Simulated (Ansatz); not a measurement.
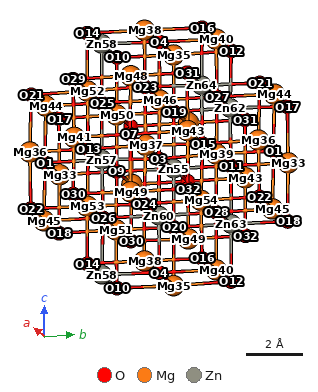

Starting structure of a crystal of O$_{32}$Mg$_{22}$Zn$_{10}$ (a generated structure, set up in P1). A ball-and-stick model of the atoms within 5.8 Å of the atom that moves most (axes of the cell of the calculation), seen from a free direction.

Method: DFT, PBEsol, PAW, plane waves in Ansatz 0.2.0.

Settings: plane-wave cutoff 420 eV; k-point mesh 1 × 1 × 1; mesh shifted by (0.25, 0.25, 0.25); no spin polarisation; cell relaxed at fixed shape; force threshold 0.03 eV/Å; at most 80 steps.

```xyz
64
Lattice="8.4603 0.0000 0.0000 0.0000 8.4603 0.0000 0.0000 0.0000 8.4603" Properties=species:S:1:pos:R:3 pbc="T T T"
O     2.1228    0.0095    0.0194
O     2.0952    8.4501    4.2097
O     2.1192    4.2203    8.4093
O     2.0910    4.2239    4.2450
O     6.3706    8.4299    8.4428
O     6.3479    8.4579    4.2380
O     6.3348    4.2154    8.4521
O     6.3401    4.2289    4.1945
O     0.0033    2.1244    0.0293
O     0.0057    2.1311    4.2093
O     0.0201    6.3488    0.0163
O     0.0253    6.3641    4.2295
O     4.2256    2.1367    8.4462
O     4.2172    2.0966    4.2417
O     4.1892    6.3594    8.4338
O     4.2367    6.3536    4.2152
O     8.4598    8.4380    2.0799
O     0.0042    8.4456    6.3312
O     0.0263    4.2429    2.1033
O     0.0108    4.2357    6.3266
O     4.2092    0.0207    2.0886
O     4.2430    0.0119    6.3647
O     4.2355    4.2258    2.1677
O     4.2517    4.2059    6.3231
O     2.1143    2.0927    2.1141
O     2.1248    2.1507    6.3525
O     2.1223    6.3699    2.1133
O     2.1176    6.3436    6.3395
O     6.3620    2.1114    2.1132
O     6.3423    2.1078    6.3699
O     6.3515    6.3336    2.1389
O     6.2894    6.3375    6.3575
Mg    0.0018    0.0085    0.0167
Mg    0.0054    8.4591    4.2158
Mg    0.0148    4.2270    4.1895
Mg    4.2524    8.4392    8.4465
Mg    4.1869    4.2555    0.0241
Mg    4.2155    4.2151    4.2397
Mg    2.1473    6.3523    0.0173
Mg    2.1019    6.3341    4.2333
Mg    6.3572    2.1531    8.4417
Mg    6.3929    2.1501    4.2285
Mg    6.3410    6.3483    0.0135
Mg    2.0797    0.0174    2.1140
Mg    2.1404    8.4252    6.3544
Mg    2.1301    4.2503    2.1049
Mg    6.3373    8.4423    2.1123
Mg    6.3372    4.2445    2.1344
Mg    6.3402    4.2379    6.3417
Mg    0.0081    2.1174    2.1029
Mg    8.4583    2.0899    6.3518
Mg    4.2200    2.1024    2.1186
Mg    4.2172    2.0959    6.3548
Mg    4.2547    6.3133    6.3475
Zn    8.4475    4.2252    0.0275
Zn    4.1952    0.0217    4.2321
Zn    2.0815    2.1004    0.0403
Zn    2.1457    2.1107    4.2689
Zn    6.3530    6.3738    4.2119
Zn    2.1284    4.2229    6.3253
Zn    6.3587    8.4490    6.3454
Zn    0.0232    6.3264    2.1369
Zn    8.4490    6.3622    6.3450
Zn    4.2733    6.3407    2.0986
```

Q: Predict the outcome.

A: The energy falls by 0.580 eV per cell of the calculation in 4 geometry steps. The largest force component goes from 0.9 to 0.0023 eV/Å. Pressure: 0.59 GPa at the start and 0.00 GPa at the end. The atom that moves furthest is O3 (0.080 Å roughly along [1 1 3]). By element the largest moves are O 0.080 Å, Mg 0.062 Å, Zn 0.055 Å. The lattice vectors keep their values. Among the contacts that change: O26–Mg45 2.186 → 2.097 Å, O15–Mg39 2.042 → 2.121 Å, O14–Zn58 2.072 → 2.142 Å, O3–Mg46 2.156 → 2.091 Å. Bond angles that change, for instance: O3–Zn57–O26 86.2° → 90.7°, Mg54–O15–Zn64 175.6° → 179.9°, O3–Mg37–O23 93.4° → 89.4°. The space group stays P1 (No. 1). Cost: 86 s on 7 threads of Arm Neoverse-V2, peak memory 1.6 GiB.

After the run, drawn alike:

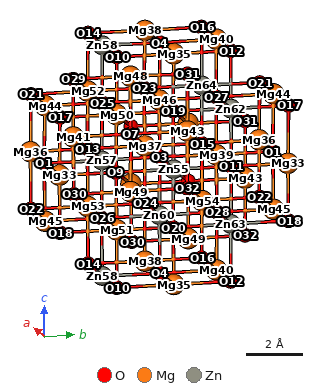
